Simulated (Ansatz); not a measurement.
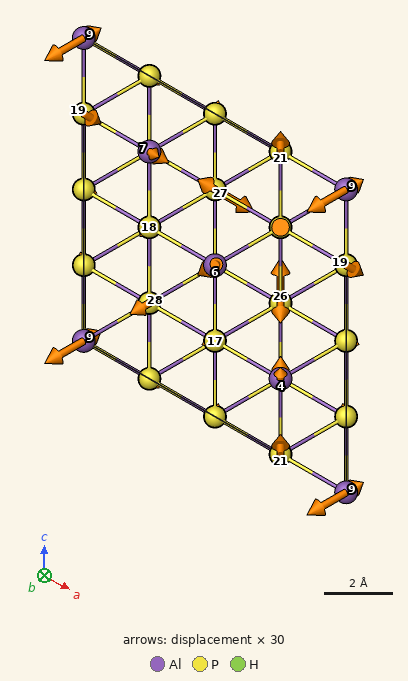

This is a relaxation of a defect cell of composition Al$_{16}$P$_{16}$H. The starting structure is drawn; orange arrows show the displacements, magnified 30 times.

Style: ball-and-stick. Shown: the cell of the calculation, along the b axis.

Case: H interstitial, charge +0, atoms relaxed at the host's cell.

Level of theory: DFT PBE, scalar-relativistic, plane waves, PAW (Ansatz 0.2.0).

Input
```yaml
crystal:
  lattice:
    - [-5.5073398843, 5.5073398843, -5.5073398843]
    - [5.5073398843, -5.5073398843, -5.5073398843]
    - [-5.5073398843, -5.5073398843, 5.5073398843]
  atoms:
    - { symbol: Al, position: [0.5, 0.25, 0.25] }
    - { symbol: Al, position: [0.25, 0.25, 0.5] }
    - { symbol: Al, position: [0.0, 0.25, 0.75] }
    - { symbol: Al, position: [0.75, 0.0, 0.25] }
    - { symbol: Al, position: [0.75, 0.25, 0.0] }
    - { symbol: Al, position: [0.5, 0.0, 0.5] }
    - { symbol: Al, position: [0.25, 0.0, 0.75] }
    - { symbol: Al, position: [0.0, 0.75, 0.25] }
    - { symbol: Al, position: [1.0, 1.0, 1.0], spin: 0.091 }
    - { symbol: Al, position: [0.75, 0.75, 0.5], spin: 0.091 }
    - { symbol: Al, position: [0.5, 0.75, 0.75], spin: 0.091 }
    - { symbol: Al, position: [0.25, 0.5, 0.25] }
    - { symbol: Al, position: [0.25, 0.75, 0.0] }
    - { symbol: Al, position: [0.0, 0.5, 0.5] }
    - { symbol: Al, position: [0.75, 0.5, 0.75], spin: 0.091 }
    - { symbol: Al, position: [0.5, 0.5, 0.0] }
    - { symbol: P, position: [0.5, 0.0, 0.25] }
    - { symbol: P, position: [0.25, 0.0, 0.5] }
    - { symbol: P, position: [0.0, 0.0, 0.75], spin: 0.091 }
    - { symbol: P, position: [0.75, 0.75, 0.25] }
    - { symbol: P, position: [0.75, 0.0, 0.0], spin: 0.091 }
    - { symbol: P, position: [0.5, 0.75, 0.5], spin: 0.091 }
    - { symbol: P, position: [0.25, 0.75, 0.75] }
    - { symbol: P, position: [0.0, 0.5, 0.25] }
    - { symbol: P, position: [0.0, 0.75, 0.0], spin: 0.091 }
    - { symbol: P, position: [0.75, 0.5, 0.5], spin: 0.091 }
    - { symbol: P, position: [0.5, 0.5, 0.75], spin: 0.091 }
    - { symbol: P, position: [0.25, 0.25, 0.25] }
    - { symbol: P, position: [0.25, 0.5, 0.0] }
    - { symbol: P, position: [0.0, 0.25, 0.5] }
    - { symbol: P, position: [0.75, 0.25, 0.75] }
    - { symbol: P, position: [0.5, 0.25, 0.0] }
    - { symbol: H, position: [0.75, 0.75, 0.75], spin: 0.091 }
  host:
    lattice:
      - [0.0, 2.7536699422, 2.7536699422]
      - [2.7536699422, 0.0, 2.7536699422]
      - [2.7536699422, 2.7536699422, 0.0]
    atoms:
      - { symbol: Al, position: [0.0, 0.0, 0.0] }
      - { symbol: P, position: [0.75, 0.75, 0.75] }
basis:
  ecutwfc: 420
  xc_grid: 2
kpoints:
  mp_grid: { grid: [2, 2, 2], shift: [0.5, 0.5, 0.5] }
hamiltonian:
  xc: pbe
scf:
  occupations: { method: gaussian, width: 0.01 }
output:
  forces: true
  stress: false
  eigenvalues: true
  populations: true
  charged_corrections:
    defect_position: [0.75, 0.75, 0.75]
    epsilon: [[10.3826, 0.0, 0.0], [0.0, 10.3826, 0.0], [0.0, 0.0, 10.3826]]
  write_density: true
  write_potential: true
  elf: true
  volumetric_format: npy
magnetization:
  spin_polarized: true
relax:
  adjacent_minimum: "off"
  f_tol: 0.025
  max_steps: 45
```

Launched with:
```bash
ansatz run input.yaml --threads 4 --pin off --max-ram 10240MiB --backend cpu --events-out ev --progress --plain --runs-dir out
```

Which element moves most?

Answer. Aluminium: up to 0.048 Å, against 0.025 Å for phosphorus.

What did the optimiser do to the structure, and how much energy did it gain?

Answer. The largest moves, 0.048 Å, are those of Al9, Al10, Al11 and Al15. Al9 goes along [−1 −1 −1]. By element the largest moves are Al 0.048 Å, P 0.025 Å. H stays in place. The cell stays as it was. Among the contacts that change: Al10–P20 2.385 → 2.409 Å. Among the angles between lasting bonds that change: Al11–P27–Al15 109.5° → 106.3°. The energy falls by 32.9 meV per cell of the calculation in 2 geometry steps. The largest force component goes from 0.14 to 0.0057 eV/Å.
